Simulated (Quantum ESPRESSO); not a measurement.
Run report: Cr, relaxation of cell and atoms (part 2 of 2)

Cr (P6₃/mmc, 2 atoms in the cell); Kohn-Sham DFT of a periodic cell, PBEsol with D3, GBRV 1.5 PBEsol, spin-polarised (Quantum ESPRESSO 7.5); cutoff 612.26 eV, 11×11×6 k-mesh, fermi-dirac of 0.05 eV, collinear spins. The structure derives from an entry of the Crystallography Open Database.

Geometry of the input (Å; fractional positions):
```
2.7140  0.0000  0.0000
-1.3570  2.3504  0.0000
0.0000  0.0000  4.4100
Cr 0.6667  0.3333  0.7500
Cr 0.3333  0.6667  0.2500
```

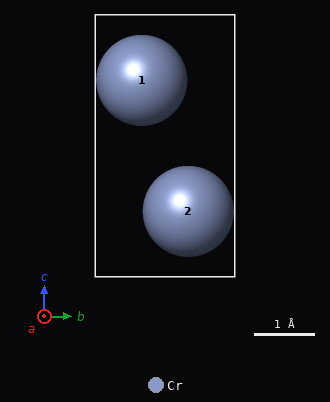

Figure 1. The structure as given in the input (spheres-only view of the cell of the calculation, along the a axis; atoms are numbered from 1 in the order of the input). An atom can appear more than once, as a periodic image.

## Output, continued
```
     starting charge      26.0000, renormalised to      28.0000
     Starting wfcs are   20 randomized atomic wfcs +    4 random wfcs

     Self-consistent Calculation

     iteration #  1     ecut=    45.00 Ry     beta= 0.30
     Davidson diagonalization with overlap
     ethr =  1.00E-02,  avg # of iterations =  5.7

     negative rho (up, down):  1.318E-04 1.709E-03

     total energy              =    -349.97147892 Ry
     estimated scf accuracy    <       5.05863971 Ry

     total magnetization       =     2.14 Bohr mag/cell
     absolute magnetization    =     2.15 Bohr mag/cell

     iteration #  2     ecut=    45.00 Ry     beta= 0.30
     Davidson diagonalization with overlap
     ethr =  1.00E-02,  avg # of iterations =  2.0

     negative rho (up, down):  0.000E+00 2.996E-03

     total energy              =    -350.65182059 Ry
     estimated scf accuracy    <       0.09192304 Ry

     total magnetization       =     3.69 Bohr mag/cell
     absolute magnetization    =     3.69 Bohr mag/cell

     iteration #  3     ecut=    45.00 Ry     beta= 0.30
     Davidson diagonalization with overlap
     ethr =  3.28E-04,  avg # of iterations =  3.4

     negative rho (up, down):  0.000E+00 4.521E-03

     total energy              =    -350.68136987 Ry
     estimated scf accuracy    <       0.02082434 Ry

     total magnetization       =     3.81 Bohr mag/cell
     absolute magnetization    =     3.81 Bohr mag/cell

     iteration #  4     ecut=    45.00 Ry     beta= 0.30
     Davidson diagonalization with overlap
     ethr =  7.44E-05,  avg # of iterations =  2.7

     negative rho (up, down):  0.000E+00 5.027E-03

     total energy              =    -350.67020444 Ry
     estimated scf accuracy    <       0.09523581 Ry

     total magnetization       =     3.06 Bohr mag/cell
     absolute magnetization    =     3.07 Bohr mag/cell

     iteration #  5     ecut=    45.00 Ry     beta= 0.30
     Davidson diagonalization with overlap
     ethr =  7.44E-05,  avg # of iterations =  2.8

     negative rho (up, down):  0.000E+00 5.378E-03

     total energy              =    -350.69594139 Ry
     estimated scf accuracy    <       0.00974022 Ry

     total magnetization       =     3.05 Bohr mag/cell
     absolute magnetization    =     3.06 Bohr mag/cell

     iteration #  6     ecut=    45.00 Ry     beta= 0.30
     Davidson diagonalization with overlap
     ethr =  3.48E-05,  avg # of iterations =  1.1

     negative rho (up, down):  0.000E+00 3.909E-03

     total energy              =    -350.69252089 Ry
     estimated scf accuracy    <       0.01830920 Ry

     total magnetization       =     3.26 Bohr mag/cell
     absolute magnetization    =     3.26 Bohr mag/cell

     iteration #  7     ecut=    45.00 Ry     beta= 0.30
     Davidson diagonalization with overlap
     ethr =  3.48E-05,  avg # of iterations =  1.5

     negative rho (up, down):  0.000E+00 3.423E-03

     total energy              =    -350.69745396 Ry
     estimated scf accuracy    <       0.00122613 Ry

     total magnetization       =     2.80 Bohr mag/cell
     absolute magnetization    =     2.80 Bohr mag/cell

     iteration #  8     ecut=    45.00 Ry     beta= 0.30
     Davidson diagonalization with overlap
     ethr =  4.38E-06,  avg # of iterations =  1.7

     negative rho (up, down):  0.000E+00 3.306E-03

     total energy              =    -350.69825755 Ry
     estimated scf accuracy    <       0.00054019 Ry

     total magnetization       =     2.57 Bohr mag/cell
     absolute magnetization    =     2.57 Bohr mag/cell

     iteration #  9     ecut=    45.00 Ry     beta= 0.30
     Davidson diagonalization with overlap
     ethr =  1.93E-06,  avg # of iterations =  1.1

     negative rho (up, down):  0.000E+00 2.803E-03

     total energy              =    -350.69833059 Ry
     estimated scf accuracy    <       0.00046612 Ry

     total magnetization       =     2.51 Bohr mag/cell
     absolute magnetization    =     2.52 Bohr mag/cell

     iteration # 10     ecut=    45.00 Ry     beta= 0.30
     Davidson diagonalization with overlap
     ethr =  1.66E-06,  avg # of iterations =  1.7

     negative rho (up, down):  0.000E+00 2.464E-03

     total energy              =    -350.69892483 Ry
     estimated scf accuracy    <       0.00016968 Ry

     total magnetization       =     2.27 Bohr mag/cell
     absolute magnetization    =     2.27 Bohr mag/cell

[... 94 further cycles ...]
     iteration #  4     ecut=    45.00 Ry     beta= 0.30
     Davidson diagonalization with overlap
     ethr =  3.90E-05,  avg # of iterations =  3.0

     negative rho (up, down):  1.311E-03 1.311E-03

     total energy              =    -350.75971068 Ry
     estimated scf accuracy    <       0.01110786 Ry

     total magnetization       =     0.00 Bohr mag/cell
     absolute magnetization    =     0.00 Bohr mag/cell

     iteration #  5     ecut=    45.00 Ry     beta= 0.30
     Davidson diagonalization with overlap
     ethr =  3.90E-05,  avg # of iterations =  2.0

     negative rho (up, down):  1.255E-03 1.255E-03

     total energy              =    -350.76286477 Ry
     estimated scf accuracy    <       0.00120253 Ry

     total magnetization       =     0.00 Bohr mag/cell
     absolute magnetization    =     0.00 Bohr mag/cell

     iteration #  6     ecut=    45.00 Ry     beta= 0.30
     Davidson diagonalization with overlap
     ethr =  4.29E-06,  avg # of iterations =  1.3

     negative rho (up, down):  1.249E-03 1.249E-03

     total energy              =    -350.76301475 Ry
     estimated scf accuracy    <       0.00003610 Ry

     total magnetization       =     0.00 Bohr mag/cell
     absolute magnetization    =     0.00 Bohr mag/cell

     iteration #  7     ecut=    45.00 Ry     beta= 0.30
     Davidson diagonalization with overlap
     ethr =  1.29E-07,  avg # of iterations =  2.1

     negative rho (up, down):  1.246E-03 1.246E-03

     total energy              =    -350.76302182 Ry
     estimated scf accuracy    <       0.00000124 Ry

     total magnetization       =     0.00 Bohr mag/cell
     absolute magnetization    =     0.00 Bohr mag/cell

     iteration #  8     ecut=    45.00 Ry     beta= 0.30
     Davidson diagonalization with overlap
     ethr =  4.43E-09,  avg # of iterations =  1.9

     negative rho (up, down):  1.243E-03 1.243E-03

     total energy              =    -350.76302058 Ry
     estimated scf accuracy    <       0.00000364 Ry

     total magnetization       =     0.00 Bohr mag/cell
     absolute magnetization    =     0.00 Bohr mag/cell

     iteration #  9     ecut=    45.00 Ry     beta= 0.30
     Davidson diagonalization with overlap
     ethr =  4.43E-09,  avg # of iterations =  2.0

     negative rho (up, down):  1.242E-03 1.242E-03

     total energy              =    -350.76302105 Ry
     estimated scf accuracy    <       0.00000008 Ry

     total magnetization       =     0.00 Bohr mag/cell
     absolute magnetization    =     0.00 Bohr mag/cell

     iteration # 10     ecut=    45.00 Ry     beta= 0.30
     Davidson diagonalization with overlap
     ethr =  2.84E-10,  avg # of iterations =  2.1

     negative rho (up, down):  1.242E-03 1.242E-03

     total energy              =    -350.76302108 Ry
     estimated scf accuracy    <          6.6E-09 Ry

     total magnetization       =     0.00 Bohr mag/cell
     absolute magnetization    =     0.00 Bohr mag/cell

     iteration # 11     ecut=    45.00 Ry     beta= 0.30
     Davidson diagonalization with overlap
     ethr =  2.34E-11,  avg # of iterations =  1.3

     negative rho (up, down):  1.242E-03 1.242E-03

     total energy              =    -350.76302109 Ry
     estimated scf accuracy    <          8.2E-12 Ry

     total magnetization       =     0.00 Bohr mag/cell
     absolute magnetization    =     0.00 Bohr mag/cell

     iteration # 12     ecut=    45.00 Ry     beta= 0.30
     Davidson diagonalization with overlap
     ethr =  1.00E-13,  avg # of iterations =  2.6

     negative rho (up, down):  1.242E-03 1.242E-03

     total energy              =    -350.76302109 Ry
     estimated scf accuracy    <          3.1E-11 Ry

     total magnetization       =     0.00 Bohr mag/cell
     absolute magnetization    =     0.00 Bohr mag/cell

     iteration # 13     ecut=    45.00 Ry     beta= 0.30
     Davidson diagonalization with overlap
     ethr =  1.00E-13,  avg # of iterations =  1.3

     negative rho (up, down):  1.242E-03 1.242E-03

     Magnetic moment per site  (integrated on atomic sphere of radius R)
     atom   1 (R=0.374)  charge= 12.2595  magn=  0.0000
     atom   2 (R=0.374)  charge= 12.2595  magn=  0.0000

     End of self-consistent calculation

     Number of k-points >= 100: set verbosity='high' to print the bands.

     the Fermi energy is    19.7060 ev

!    total energy              =    -350.76302109 Ry
     estimated scf accuracy    <          3.1E-12 Ry
     smearing contrib. (-TS)   =      -0.00148186 Ry
     internal energy E=F+TS    =    -350.76153923 Ry

     The total energy is F=E-TS. E is the sum of the following terms:
     one-electron contribution =    -112.12411346 Ry
     hartree contribution      =      72.63774538 Ry
     xc contribution           =     -44.50722307 Ry
     ewald contribution        =    -266.72540315 Ry
     DFT-D3 Dispersion         =      -0.04254494 Ry

     total magnetization       =     0.00 Bohr mag/cell
     absolute magnetization    =     0.00 Bohr mag/cell

     convergence has been achieved in  13 iterations

     negative rho (up, down):  1.242E-03 1.242E-03

     Forces acting on atoms (cartesian axes, Ry/au):

     atom    1 type  1   force =    -0.00000000   -0.00000000   -0.00000000
     atom    2 type  1   force =     0.00000000    0.00000000    0.00000000

     Total force =     0.000000     Total SCF correction =     0.000000

     Computing stress (Cartesian axis) and pressure

     negative rho (up, down):  1.242E-03 1.242E-03
          total   stress  (Ry/bohr**3)                   (kbar)     P=       -0.94
  -0.00000767  -0.00000000  -0.00000000           -1.13       -0.00       -0.00
  -0.00000000  -0.00000767  -0.00000000           -0.00       -1.13       -0.00
  -0.00000000  -0.00000000  -0.00000387           -0.00       -0.00       -0.57

=------------------------------------------------------------------------------=
   JOB DONE.
=------------------------------------------------------------------------------=
```

## Key numbers

- outcome: converged
- space group (tolerance 0.01 Å): P6₃/mmc (194)
- electrons treated: 28
- free energy: −4772.3740 eV
- Fermi energy: 19.706 eV
- gap on the k-point mesh: none (metallic)
- net moment of the cell: 0.00 μB
- integrated absolute moment: 0.00 μB
- pressure: −0.09 GPa
- final volume: 22.57 Å³
- largest force (length of the vector) at the end: under 0.001 eV/Å
- final cell: a = 2.439 Å, b = 2.439 Å, c = 4.380 Å, α = 90.00°, β = 90.00°, γ = 120.00°
- hardware: 2 threads of Arm Neoverse V2, 24 GiB of memory available, shared host
- wall time: 3.5 min (CPU time 7.1 min)
- peak memory: 0.24 GiB

Notes on the run: negative rho.
